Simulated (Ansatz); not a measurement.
**What a change does: single-point calculation on Rh**

System: Rh (I4/mmm, 1 atom in the cell).
Method of run 1: DFT r2SCAN, scalar-relativistic, plane waves, PAW, no spin polarisation (Ansatz 0.2.0).

The structure derives from an entry of the Crystallography Open Database. Text and figures count atoms from 1; the logs count them from 0 in places.

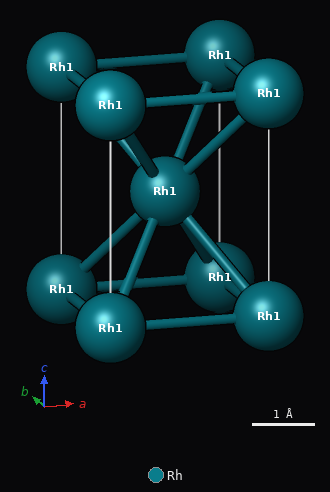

The structure as given in the input (ball-and-stick view of the cell 2 times as large as that of the calculation, set on its symmetry axes, seen slightly off an axis; atoms are numbered from 1 in the order of the input). An atom can appear more than once, as a periodic image. Near neighbours in the periodic cell (some may lie outside the picture): Rh has 12 Rh at 2.66 to 2.69 Å.

## Input, run 1
```yaml
crystal:
  lattice:
    - [0.0, 1.90155, 1.863519]
    - [1.90155, 0.0, 1.863519]
    - [1.90155, 1.90155, 0.0]
  atoms:
    - { symbol: Rh, position: [0.0, 0.0, 0.0] }
basis:
  ecutwfc: 500
kpoints:
  mp_grid: { grid: [22, 22, 22] }
hamiltonian:
  xc: r2scan
scf:
  occupations: { method: gaussian, width: 0.15 }
output:
  forces: true
  stress: true
  eigenvalues: true
```

Command:
```bash
ansatz run input.yaml --threads 1 --pin off --max-ram 2560MiB --backend cpu --events-out ev --progress --plain --runs-dir out
```

Hardware: 1 thread of Intel Xeon @ 2.70GHz, 189 GiB of memory available, shared host.

## Output, shortened to warnings, some set-up lines, iterations and results (run 1)
```
Basis set: ecut = 500 eV, 331 PW (Γ), exchange–correlation on 80×80×80 points (64 copies of the dense FFT grid, shifted against one another)
Symmetry: 16 space group operations
k-points: 834 of 10648
Initial density: superposition of atomic densities (neutral atoms: chi_scale 0, normalization atom), corrected by the library's trained network
[...]
SCF iter   1: F=—  HF=-6415.261575 eV  |F-HF|=—  |Δ(HF+E_count)|=         —  Δρ=1.03e-2  dr2=3.91e-3  dr2_τ=1.05e-2  ethr=1.77e-3  ⟨swp⟩=5.1  Hψ=61081  notcnv=0
SCF iter   2: F=—  HF=-6415.273208 eV  |F-HF|=—  |Δ(HF+E_count)|=   1.16e-2  Δρ=5.56e-3  dr2=1.26e-3  dr2_τ=1.91e-4  ethr=2.30e-5  ⟨swp⟩=2.1  Hψ=22191  notcnv=0
SCF iter   3: F=—  HF=-6415.273526 eV  |F-HF|=—  |Δ(HF+E_count)|=   3.19e-4  Δρ=9.52e-4  dr2=1.18e-4  dr2_τ=1.22e-5  ethr=7.39e-6  ⟨swp⟩=2.5  Hψ=16222  notcnv=0
SCF iter   4: F=—  HF=-6415.273518 eV  |F-HF|=—  |Δ(HF+E_count)|=   8.29e-6  Δρ=2.76e-4  dr2=4.10e-6  dr2_τ=2.69e-6  ethr=6.92e-7  ⟨swp⟩=2.4  Hψ=15804  notcnv=0
SCF iter   5: F=—  HF=-6415.273521 eV  |F-HF|=—  |Δ(HF+E_count)|=   3.15e-6  Δρ=8.54e-5  dr2=4.70e-7  dr2_τ=8.22e-8  ethr=2.41e-8  ⟨swp⟩=2.9  Hψ=19350  notcnv=0
SCF iter   6: F=-6415.273522 eV  HF=-6415.273522 eV  |F-HF|=2.33e-9  |Δ(HF+E_count)|=   9.45e-7  Δρ=9.31e-6  dr2=2.94e-9  dr2_τ=3.55e-9  ethr=5.88e-10  ⟨swp⟩=6.0  Hψ=51626  …
SCF 1 converged in 6 iterations: F = -6415.273522 eV  dr2 = 2.94e-9
SCF converged after 6 iterations
Free energy (F): -6415.273522 eV
Harris-Foulkes:  -6415.273522 eV  (|F-HF|=2.33e-9)
Internal energy: -6415.259473 eV  (E = F + TS)
E sigma→0 (E₀):  -6415.266498 eV
Entropy (-TS):   -0.014049 eV (-14.049 meV/atom)
Fermi energy:    22.778493 eV
--- Per-component energies (eV) ---
  E_band       = -93.929286
  E_kinetic    = 573.891306
  E_local      = -1539.645931  (includes V_loc(G=0)·N_el)
  E_nonlocal   = 355.343703
  E_hartree    = 542.260869
  E_xc         = -217.102734
  E_vxc        = -314.562713  (∫ρ·V_xc dr)
  E_paw        = -3604.235970  (= ΣΔE_a)
  E_vpaw       = -274.749566  (= ΣTr[D̂ρ^β])
  E_aug_tail   = 0.000642  (compensation charges beyond the density's cutoff)
  E_vtau       = 21.272212  (kinetic-family band-sum trace: ∫τ·v_τ [+ j·A + Jᵃ·Aᵃ] dr)
  E_ewald      = -2525.401399
  E_core_change = -0.369959  (= ΣΔE_core)
  E_smearing   = -0.014049  (= −TS)
  E_closure    = -0.000000  (closes the sum)
  Σ components = -6415.273522   (vs F -6415.273522, Δ=0.00e0)
--- Forces (eV/Å), atoms counted from 1 ---
  atom   1  Rh     0.00000000     0.00000000    -0.00000000
  max |Σ_I F_I| component: 2.47e-32 eV/Å
--- Stress (GPa, compression-positive) ---
        3.651263       0.000000       0.000000
        0.000000       3.651263       0.000000
        0.000000       0.000000       8.775228
  P = ⅓ Tr σ = 5.3593 GPa (53.593 kbar)
```

For run 2 the input was changed thus:
```diff
-    - [0.0, 1.90155, 1.863519]
-    - [1.90155, 0.0, 1.863519]
+    - [0.0, 1.90155, 1.87302675]
+    - [1.90155, 0.0, 1.87302675]
+  write_density: true
+  write_potential: true
+  elf: true
+  volumetric_format: npy
```

Predict how the results change.

With the same functional and potentials, run 2 lies 3.2 meV per atom lower. The pressure goes from 5.36 to 3.78 GPa. The volume per atom goes from 13.48 to 13.55 Å³. The number of SCF iterations is the same. On the same kind of shared host run 2 took about 1.8 times as long.

## Output, shortened to warnings, some set-up lines, iterations and results (run 2)
```
Basis set: ecut = 500 eV, 331 PW (Γ), exchange–correlation on 80×80×80 points (64 copies of the dense FFT grid, shifted against one another)
Symmetry: 16 space group operations
k-points: 834 of 10648
Initial density: superposition of atomic densities (neutral atoms: chi_scale 0, normalization atom), corrected by the library's trained network
[...]
SCF iter   1: F=—  HF=-6415.264963 eV  |F-HF|=—  |Δ(HF+E_count)|=         —  Δρ=1.03e-2  dr2=3.92e-3  dr2_τ=1.03e-2  ethr=1.77e-3  ⟨swp⟩=5.0  Hψ=61038  notcnv=0
SCF iter   2: F=—  HF=-6415.276434 eV  |F-HF|=—  |Δ(HF+E_count)|=   1.15e-2  Δρ=5.54e-3  dr2=1.24e-3  dr2_τ=1.93e-4  ethr=2.30e-5  ⟨swp⟩=2.1  Hψ=22210  notcnv=0
SCF iter   3: F=—  HF=-6415.276752 eV  |F-HF|=—  |Δ(HF+E_count)|=   3.18e-4  Δρ=8.32e-4  dr2=8.80e-5  dr2_τ=1.04e-5  ethr=7.31e-6  ⟨swp⟩=2.6  Hψ=16852  notcnv=0
SCF iter   4: F=—  HF=-6415.276753 eV  |F-HF|=—  |Δ(HF+E_count)|=   1.46e-6  Δρ=2.81e-4  dr2=4.99e-6  dr2_τ=2.34e-6  ethr=5.18e-7  ⟨swp⟩=2.4  Hψ=15896  notcnv=0
SCF iter   5: F=—  HF=-6415.276755 eV  |F-HF|=—  |Δ(HF+E_count)|=   1.63e-6  Δρ=8.51e-5  dr2=4.79e-7  dr2_τ=7.81e-8  ethr=2.94e-8  ⟨swp⟩=2.8  Hψ=18820  notcnv=0
SCF iter   6: F=-6415.276756 eV  HF=-6415.276756 eV  |F-HF|=5.19e-9  |Δ(HF+E_count)|=   1.01e-6  Δρ=8.45e-6  dr2=2.74e-9  dr2_τ=2.55e-9  ethr=5.88e-10  ⟨swp⟩=10.0  Hψ=75478  …
SCF 1 converged in 6 iterations: F = -6415.276756 eV  dr2 = 2.74e-9
SCF converged after 6 iterations
Free energy (F): -6415.276756 eV
Harris-Foulkes:  -6415.276756 eV  (|F-HF|=5.19e-9)
Internal energy: -6415.262578 eV  (E = F + TS)
E sigma→0 (E₀):  -6415.269667 eV
Entropy (-TS):   -0.014178 eV (-14.178 meV/atom)
Fermi energy:    22.629793 eV
--- Per-component energies (eV) ---
  E_band       = -96.121181
  E_kinetic    = 573.697750
  E_local      = -1545.861252  (includes V_loc(G=0)·N_el)
  E_nonlocal   = 355.338572
  E_hartree    = 544.312422
  E_xc         = -217.028643
  E_vxc        = -314.452475  (∫ρ·V_xc dr)
  E_paw        = -3604.225189  (= ΣΔE_a)
  E_vpaw       = -274.736086  (= ΣTr[D̂ρ^β])
  E_aug_tail   = 0.000651  (compensation charges beyond the density's cutoff)
  E_vtau       = 21.266748  (kinetic-family band-sum trace: ∫τ·v_τ [+ j·A + Jᵃ·Aᵃ] dr)
  E_ewald      = -2521.126929
  E_core_change = -0.369959  (= ΣΔE_core)
  E_smearing   = -0.014178  (= −TS)
  E_closure    = 0.000000  (closes the sum)
  Σ components = -6415.276756   (vs F -6415.276756, Δ=0.00e0)
--- Forces (eV/Å), atoms counted from 1 ---
  atom   1  Rh     0.00000000     0.00000000     0.00000000
  max |Σ_I F_I| component: 1.23e-32 eV/Å
--- Stress (GPa, compression-positive) ---
        2.514552       0.000000       0.000000
        0.000000       2.514552       0.000000
        0.000000       0.000000       6.311057
  P = ⅓ Tr σ = 3.7801 GPa (37.801 kbar)
```

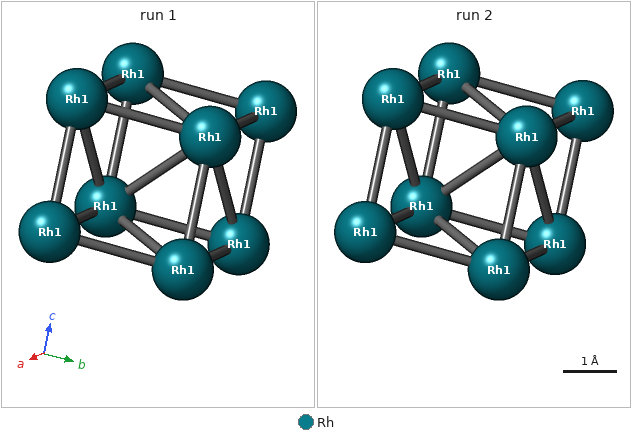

The two input geometries at one scale (ball-and-stick view of the reduced cell, seen slightly off an axis). No atom moves by more than 0.005 Å relative to the cell. The drawn cell changes as follows: a = b = c 2.662 → 2.669 Å (+0.3 %), α 91.2° → 90.9°, β 119.3° → 119.5°, γ 119.3° → 119.5°; the volume changes by +0.5 %. Among the contacts that change: Rh1–Rh1 2.662 → 2.669 Å.

## The two runs side by side

| quantity | run 1 | run 2 |
| --- | --- | --- |
| outcome | converged | converged |
| free energy per atom (eV) | −6415.2735 | −6415.2768 |
| energy per atom, smearing taken to zero (eV) | −6415.2665 | −6415.2697 |
| gap on the mesh (eV) | 0.00 | 0.00 |
| pressure (GPa) | 5.36 | 3.78 |
| volume per atom (Å³) | 13.48 | 13.55 |
| largest force (eV/Å) | 0.000 | 0.000 |
| SCF iterations | 6 | 6 |
| irreducible k-points | 834 | 834 |
| plane waves at Γ | 331 | 331 |
| wall time (shared host) | 13 s | 23 s |
